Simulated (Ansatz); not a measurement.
System: rocksalt CaSe, space group Fm-3m (No. 225), 2 atoms in the primitive cell, relaxed with r2SCAN; cubic a = 5.935 Å. Starting point: PBE, Ansatz PAW set, no spin polarisation, no spin-orbit coupling, 6×6×6 k mesh, 420 eV cutoff, fixed occupations (Ansatz 0.2.0). Many-body step: G0W0 with empty bands 387, screening cutoff 220 eV and frequency treatment contour deformation.

In PBE the smallest gap over these k points is 2.06 eV, with direct gaps of 2.98 eV at X, 3.29 eV at Γ and 5.68 eV at L.

Q: What does G0W0 give?

A: Over the k points that were corrected, the smallest gap goes from 2.06 eV in PBE (Γ to X) to 3.80 eV in G0W0 (Γ to X), a change of +1.74 eV (+85 %). Counted from the valence top, the lowest empty level moves by +1.74 eV at X, +1.32 eV at Γ and +1.26 eV at L; over the 11 points that were corrected the shifts run from +1.26 to +2.11 eV: a spread of 0.85 eV on a mean of 1.76 eV, so one scissor shift doesn't describe this level. Only two empty levels a point were corrected, so a higher one could drop under them. Down to 1.8 eV under the top, the filled levels keep their spacing within a few percent.

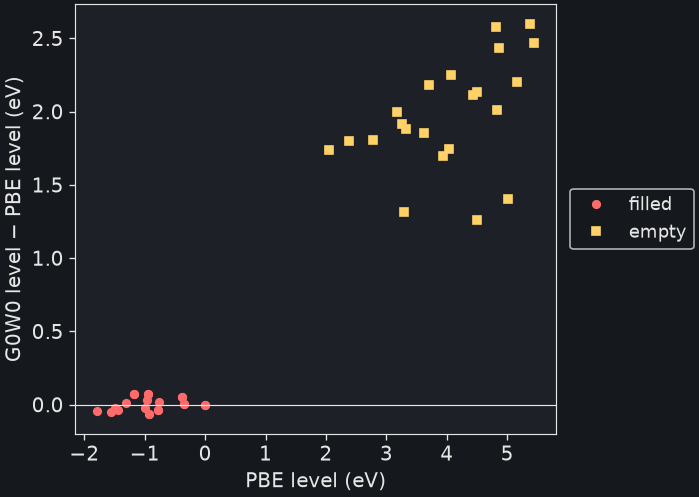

Change of each level from PBE to G0W0 against its PBE energy, both sets counted from their own valence top.

```
k point  PBE direct gap (eV)  G0W0 direct gap (eV)
      X                 2.98                  4.78
      Γ                 3.29                  4.61
      L                 5.68                  6.86
```

Spin-orbit coupling is left out, which matters for Se. The k mesh is thin for GW. Bands, cutoffs and mesh are finite, so these values aren't at the basis limit.
